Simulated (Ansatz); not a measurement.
# CoPdO2: a changed input and its effect

System: CoPdO2 (R-3m, 4 atoms in the cell).
Method of run A: DFT, PBEsol, all-electron LAPW, scalar-relativistic, spin-polarised (Ansatz 0.2.0).

The structure derives from a Materials Project entry. Text and figures count atoms from 1; the logs count them from 0 in places.

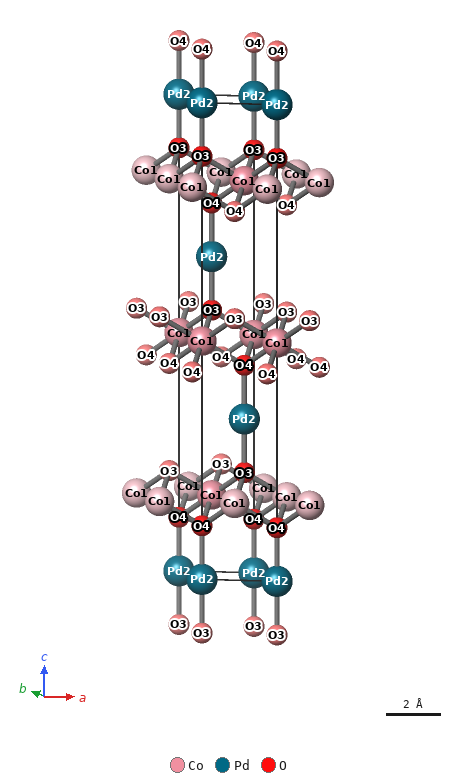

**Figure 1.** The input geometry (ball-and-stick view of the cell 3 times as large as that of the calculation, set on its symmetry axes, seen slightly off an axis; neighbours outside the cell are drawn fainter; atoms are numbered from 1 in the order of the input). An atom can appear more than once, as a periodic image.

## Input file, run A
```yaml
crystal:
  lattice:
    - [1.4316899074, 0.8265865534, 5.9577715763]
    - [-1.4316899074, 0.8265865534, 5.9577715763]
    - [0.0, -1.6531731068, 5.9577715763]
  atoms:
    - { symbol: Co, position: [0.5, 0.5, 0.5], spin: 0.05 }
    - { symbol: Pd, position: [0.0, 0.0, 0.0] }
    - { symbol: O, position: [0.887524, 0.887524, 0.887524] }
    - { symbol: O, position: [0.112476, 0.112476, 0.112476] }
magnetization:
  spin_polarized: true
  initial_magnetization: 0.05
  spin_locking: { lock_magnetization: hard }
kpoints:
  mp_grid: { grid: [12, 12, 12] }
scf:
  occupations: { method: fermi_dirac, width: 0.08 }
  lower_state_search: "off"
hamiltonian:
  xc: pbesol
  pseudopotentials: { kind: all_electron, lapw: { basis_error: 0.001 } }
output:
  forces: true
  stress: true
  eigenvalues: false
```

Launched with:
```bash
ansatz run input.yaml --threads 2 --pin off --max-ram 6144MiB --backend cpu --events-out ev --progress --plain --runs-dir out
```

Hardware: 2 threads of AMD EPYC (Zen 5), 32 GiB of memory available, shared host.

## Output, shortened to warnings, some set-up lines, iterations and results (run A)
```
Basis set: ecut = 452.02083059539046 eV, 903 PW (Γ), FFT grids on a1−a3, a2−a3, a3, exchange–correlation at level 2
Symmetry: 12 space group operations
k-points: 189 of 1728
Initial density: superposition of atomic densities (chi_scale 0.1, normalization cell, long waves kept (reshape's long-wave potential 0.67 eV rms))
[...]
SCF iter   1: F=—  HF=-179222.239467 eV  |F-HF|=—  |Δ(HF+E_count)|=         —  Δρ=1.83e-1 (↑1.80e-1 ↓1.83e-1)  dr2=2.18e2  dr2_m=1.33e-3  M=0.050 μB ∫|m|=0.051 μB  β_m=0.30  …
SCF iter   2: F=—  HF=-179233.562649 eV  |F-HF|=—  |Δ(HF+E_count)|=    1.13e1  Δρ=1.63e-1 (↑1.63e-1 ↓1.63e-1)  dr2=1.16e2  dr2_m=7.95e-5  M=0.050 μB ∫|m|=0.050 μB  β_m=0.19  …
SCF iter   3: F=—  HF=-179208.823076 eV  |F-HF|=—  |Δ(HF+E_count)|=    2.47e1  Δρ=3.95e-2 (↑3.87e-2 ↓3.95e-2)  dr2=4.42e0  dr2_m=7.83e-5  M=0.050 μB ∫|m|=0.051 μB  β_m=0.25  …
SCF iter   4: F=—  HF=-179207.500303 eV  |F-HF|=—  |Δ(HF+E_count)|=         —  Δρ=2.29e-2 (↑2.23e-2 ↓2.29e-2)  dr2=3.39e0  dr2_m=5.46e-5  M=0.050 μB ∫|m|=0.050 μB  β_m=0.37  …
SCF iter   5: F=—  HF=-179207.191944 eV  |F-HF|=—  |Δ(HF+E_count)|=   3.08e-1  Δρ=1.02e-2 (↑1.02e-2 ↓1.02e-2)  dr2=3.70e-1  dr2_m=5.50e-5  M=0.050 μB ∫|m|=0.053 μB  β_m=0.33  …
[... 8 lines ...]
SCF iter  14: F=—  HF=-179206.988854 eV  |F-HF|=—  |Δ(HF+E_count)|=   4.50e-6  Δρ=2.67e-5 (↑2.67e-5 ↓2.48e-5)  dr2=2.95e-6  dr2_m=1.44e-9  M=0.050 μB ∫|m|=0.051 μB  β_m=0.61  …
SCF iter  15: F=—  HF=-179206.988854 eV  |F-HF|=—  |Δ(HF+E_count)|=   1.55e-7  Δρ=7.78e-6 (↑7.67e-6 ↓7.78e-6)  dr2=1.21e-7  dr2_m=5.42e-10  M=0.050 μB ∫|m|=0.051 μB  β_m=0.66 …
SCF iter  16: F=-179206.988853 eV  HF=-179206.988854 eV  |F-HF|=6.47e-8  |Δ(HF+E_count)|=   2.98e-8  Δρ=4.78e-6 (↑4.11e-6 ↓4.78e-6)  dr2=6.14e-8  dr2_m=9.74e-11  M=0.050 μB …
SCF iter  17: F=-179206.988854 eV  HF=-179206.988854 eV  |F-HF|=4.07e-9  |Δ(HF+E_count)|=  8.15e-10  Δρ=1.10e-6 (↑9.63e-7 ↓1.10e-6)  dr2=3.42e-9  dr2_m=5.61e-12  M=0.050 μB …
SCF 1 converged in 17 iterations: F = -179206.988854 eV  dr2 = 3.42e-9
SCF converged after 17 iterations
Stability checked in part: among states of this total moment the steps that led to this state did not find it unstable. No probe was made; neither looks for a lower state of another moment (fixed_total_moment; see scf.lower_state_search)
Magnetization: 0.0500 μB (34.5250 up, 34.4750 down)
Absolute magnetization: 0.0506 μB (∫|ρ↑−ρ↓|)
Spin contamination: 0.0000 ħ² per cell (⟨S²⟩ above its minimum at these occupations)
Per-site moments (μB) at R_I (Å): [(0.013950043059329786, 1.0533011225206133), (0.029476172749923535, 1.0762327803710745), (0.0015747647324899638, 0.8627111260461656), (0.0015747647324899638, 0.8627111260461656)]
Free energy (F): -179206.988854 eV
Harris-Foulkes:  -179206.988854 eV  (|F-HF|=4.07e-9)
Internal energy: -179206.962762 eV  (E = F + TS)
E sigma→0 (E₀):  -179206.975808 eV
Entropy (-TS):   -0.026091 eV (-6.523 meV/atom)
Fermi energy:    14.862295 (↑ 14.889333, ↓ 14.835257) eV
--- Per-component energies (eV) ---
  E_band       = -9785.992337
  E_kinetic    = 185724.981754
  E_xc         = -5894.555988
  E_electrostatic = -359037.388528  (all electrons and nuclei)
  E_smearing   = -0.026091  (= −TS)
  E_closure    = 0.000000  (closes the sum)
  E_atoms      = -179179.526351  (free atoms, spherical and without spin; not in F)
  Σ components = -179206.988854   (vs F -179206.988854, Δ=0.00e0)
  Basis errors (estimates in eV, not in F): energy 4.6e-4 per atom: plane waves 3.9e-4 (2.3e-4 summed), levels above the bands 5.5e-69, relativity 5.0e-8, radial functions 6.5e-5, core shells 1.6e-7; eigenvalues (radial functions only) 1.1e-5; not estimated: angular momenta, meshes, grids; target …
--- Forces (eV/Å), atoms counted from 1 ---
  atom   1  Co     0.00000000     0.00000000     0.00000000
  atom   2  Pd     0.00000000    -0.00000000     0.00000000
  atom   3  O     -0.00000000     0.00000000    -0.27571046
  atom   4  O      0.00000000     0.00000000     0.27571046
  max |Σ_I F_I| component: 5.55e-17 eV/Å
--- Stress (GPa, compression-positive) ---
       -9.799532       0.000000       0.000000
        0.000000      -9.799532      -0.000000
        0.000000      -0.000000     -11.084279
  P = ⅓ Tr σ = -10.2278 GPa (-102.278 kbar)
settings of this run that can trade accuracy for cost: output.eigenvalues: false. Do not mix this run's numbers with those of runs without the same settings; the input reference describes each key
```

The input of run B differs as follows (lines with − go, lines with + come):
```diff
-  pseudopotentials: { kind: all_electron, lapw: { basis_error: 0.001 } }
+  pseudopotentials: { kind: paw }
-  eigenvalues: false
+  eigenvalues: true
```

Predict how the results change.

The total moment is fixed by the input in run A and run B, so the state need not be the lowest. The total energies belong to different models, so their difference says nothing on which is more stable or more accurate. The SCF takes 14 iterations against 17. The plane waves at Γ go from 903 to 829. On the same kind of shared host run B took about 0.072 times as long.

## Output, shortened to warnings, some set-up lines, iterations and results (run B)
```
Warning: output.stress: scf.convergence.dr2_threshold = 1e-7 eV (the SCF's general default) is looser than the 4e-10 eV advised for a printed stress (1e-10 eV for each atom of the cell: 4). What an SCF threshold leaves in a stress goes as its square root, and in the free energy as the threshold itself, and one threshold admits the most on a small cell: of the crystals measured, under no hybrid …
Basis set: ecut = 420 eV, 829 PW (Γ), FFT grids on a1−a3, a2−a3, a3, exchange–correlation on 40×40×90 points (8 copies of the dense FFT grid, shifted against one another)
Symmetry: 12 space group operations
k-points: 189 of 1728
Initial density: superposition of atomic densities (chi_scale 0.1, normalization cell, long waves kept (reshape's long-wave potential 0.33 eV rms))
[...]
SCF iter   1: F=—  HF=-13128.758892 eV  |F-HF|=—  |Δ(HF+E_count)|=         —  Δρ=2.82e-1 (↑2.77e-1 ↓2.82e-1)  dr2=2.02e2  dr2_m=3.02e-3  M=0.050 μB ∫|m|=0.050 μB  β_m=0.30  …
SCF iter   2: F=—  HF=-13125.326260 eV  |F-HF|=—  |Δ(HF+E_count)|=    3.43e0  Δρ=2.08e-1 (↑2.06e-1 ↓2.08e-1)  dr2=5.46e1  dr2_m=5.00e-4  M=0.050 μB ∫|m|=0.052 μB  β_m=0.24  …
SCF iter   3: F=—  HF=-13120.373292 eV  |F-HF|=—  |Δ(HF+E_count)|=    4.95e0  Δρ=6.15e-2 (↑6.15e-2 ↓6.09e-2)  dr2=2.64e0  dr2_m=2.21e-4  M=0.050 μB ∫|m|=0.050 μB  β_m=0.55  …
SCF iter   4: F=—  HF=-13119.827224 eV  |F-HF|=—  |Δ(HF+E_count)|=   5.46e-1  Δρ=3.44e-2 (↑3.44e-2 ↓3.35e-2)  dr2=7.40e-1  dr2_m=7.77e-4  M=0.050 μB ∫|m|=0.051 μB  β_m=0.56  …
SCF iter   5: F=—  HF=-13119.890169 eV  |F-HF|=—  |Δ(HF+E_count)|=   6.29e-2  Δρ=1.84e-2 (↑1.83e-2 ↓1.84e-2)  dr2=5.43e-1  dr2_m=3.22e-5  M=0.050 μB ∫|m|=0.051 μB  β_m=0.69  …
[... 5 lines ...]
SCF iter  11: F=—  HF=-13119.792369 eV  |F-HF|=—  |Δ(HF+E_count)|=   1.43e-5  Δρ=5.25e-5 (↑5.25e-5 ↓5.25e-5)  dr2=1.38e-5  dr2_m=1.76e-8  M=0.050 μB ∫|m|=0.051 μB  β_m=0.85  …
SCF iter  12: F=—  HF=-13119.792369 eV  |F-HF|=—  |Δ(HF+E_count)|=   3.10e-8  Δρ=9.17e-5 (↑8.83e-5 ↓9.17e-5)  dr2=1.27e-5  dr2_m=3.17e-9  M=0.050 μB ∫|m|=0.051 μB  β_m=0.78  …
SCF iter  13: F=—  HF=-13119.792368 eV  |F-HF|=—  |Δ(HF+E_count)|=   8.26e-7  Δρ=8.49e-6 (↑6.76e-6 ↓8.49e-6)  dr2=1.35e-7  dr2_m=1.02e-9  M=0.050 μB ∫|m|=0.051 μB  β_m=0.89  …
SCF iter  14: F=-13119.792368 eV  HF=-13119.792368 eV  |F-HF|=4.24e-8  |Δ(HF+E_count)|=   1.96e-9  Δρ=6.35e-6 (↑6.35e-6 ↓6.04e-6)  dr2=5.18e-8  dr2_m=2.63e-11  M=0.050 μB …
SCF 1 converged in 14 iterations: F = -13119.792368 eV  dr2 = 5.18e-8
SCF converged after 14 iterations
Stability checked in part: among states of this total moment the steps that led to this state did not find it unstable. No probe was made; neither looks for a lower state of another moment (fixed_total_moment; see scf.lower_state_search)
Magnetization: 0.0500 μB (23.5250 up, 23.4750 down)
Absolute magnetization: 0.0505 μB (∫|ρ↑−ρ↓|, with the PAW one-centre terms)
Spin contamination: 0.0000 ħ² per cell (⟨S²⟩ above its minimum at these occupations)
Per-site moments (μB) at R_I (Å): [(0.013312801964002892, 0.7903550643110046), (0.02603150112709524, 0.8292565658221992), (0.0016032073964427891, 0.7903550643110047), (0.0016032073964428076, 0.7903550643110046)]
Free energy (F): -13119.792368 eV
Harris-Foulkes:  -13119.792368 eV  (|F-HF|=4.24e-8)
Internal energy: -13119.766145 eV  (E = F + TS)
E sigma→0 (E₀):  -13119.779256 eV
Entropy (-TS):   -0.026223 eV (-6.556 meV/atom)
Fermi energy:    14.147821 (↑ 14.174950, ↓ 14.120692) eV
--- Per-component energies (eV) ---
  E_band       = -519.233105
  E_kinetic    = 1308.885319
  E_local      = -6090.278161  (includes V_loc(G=0)·N_el)
  E_nonlocal   = 772.546605
  E_hartree    = 2484.454328
  E_xc         = -467.848685
  E_vxc        = -598.426074  (∫ρ·V_xc dr)
  E_paw        = -5468.461053  (= ΣΔE_a)
  E_vpaw       = -880.883002  (= ΣTr[D̂ρ^β])
  E_aug_tail   = 0.004937  (compensation charges beyond the density's cutoff)
  E_ewald      = -5659.630956
  E_core_change = 0.561519  (= ΣΔE_core)
  E_smearing   = -0.026223  (= −TS)
  E_closure    = 0.000000  (closes the sum)
  Σ components = -13119.792368   (vs F -13119.792368, Δ=0.00e0)
--- Forces (eV/Å), atoms counted from 1 ---
  atom   1  Co     0.00000000     0.00000000     0.00000000
  atom   2  Pd     0.00000000     0.00000000     0.00000000
  atom   3  O      0.00000000    -0.00000000    -0.27075008
  atom   4  O      0.00000000     0.00000000     0.27075008
  max |Σ_I F_I| component: 5.55e-17 eV/Å
--- Stress (GPa, compression-positive) ---
       -9.679368       0.000000       0.000000
        0.000000      -9.679368      -0.000000
        0.000000      -0.000000     -10.952286
  P = ⅓ Tr σ = -10.1037 GPa (-101.037 kbar)
```

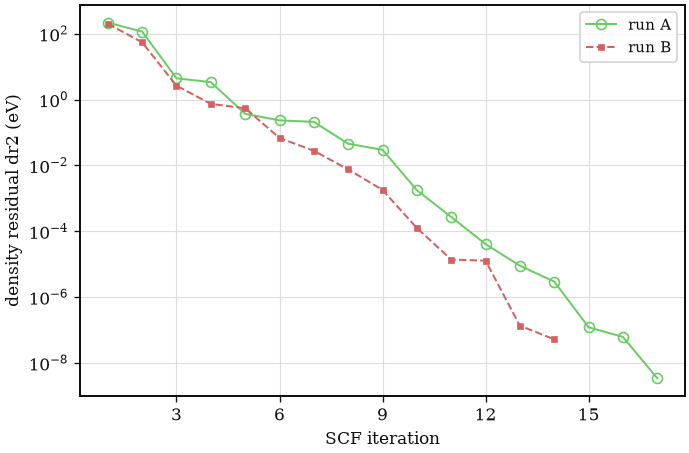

**Figure 2.** Convergence of the two runs: density residual dr2 against the SCF iteration. Run A takes 17 iterations in all, and run B takes 14.

## The two runs side by side

| quantity | run A | run B |
| --- | --- | --- |
| outcome | converged | converged |
| free energy per atom (eV) | −44801.7472 | −3279.9481 |
| energy per atom, smearing taken to zero (eV) | −44801.7440 | −3279.9448 |
| net moment of the cell (μB) | 0.05 | 0.05 |
| absolute moment of the cell (μB) | 0.05 | 0.05 |
| pressure (GPa) | −10.23 | −10.10 |
| largest force (eV/Å) | 0.276 | 0.271 |
| SCF iterations | 17 | 14 |
| irreducible k-points | 189 | 189 |
| plane waves at Γ | 903 | 829 |
| wall time (shared host) | 63 s | 4.5 s |

For run A: The cell is under a tension of 10.2 GPa at this level, so it is not at its equilibrium volume. For run B: Warnings: the SCF threshold is looser than advised for the printed stress. The cell is under a tension of 10.1 GPa at this level, so it is not at its equilibrium volume.
